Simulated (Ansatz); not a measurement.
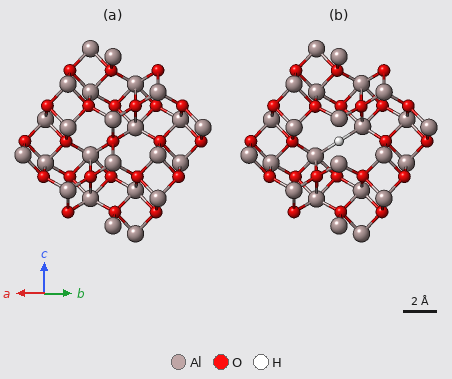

Left: perfect Al2O3. Right: the same region with one point defect, after relaxing the atoms in a supercell of 120 sites. The picture is a ball-and-stick view of the atoms within 6.0 Å of one point, in a slice 3.4 Å thick across the line of sight, seen along [110].

Computed with DFT, PBEsol, PAW, plane waves (Ansatz). Settings: plane-wave cutoff 420 eV; k-point mesh 1 × 1 × 1; mesh shifted by (0.25, 0.25, 0.25); no spin polarisation. Fermi-Dirac smearing of 0.01 eV. A uniform background neutralises the charged cell. The axes drawn are those of the host's conventional cell.

Which defect is it?

Answer. An oxygen atom is replaced by hydrogen.

The charge state of the cell is +1.

How does the lattice respond?

Answer. In the host the O atom has 4 Al at 1.86 to 1.97 Å; the H atom ends with 4 Al at 1.92 to 2.16 Å. Of the host's atoms, an aluminium atom moves furthest from its site, by 0.11 Å. The H atom itself moves 0.12 Å from where it was put.

Limits of the set-up: the cell is charged, on a uniform background, and energies carry no finite-size correction.
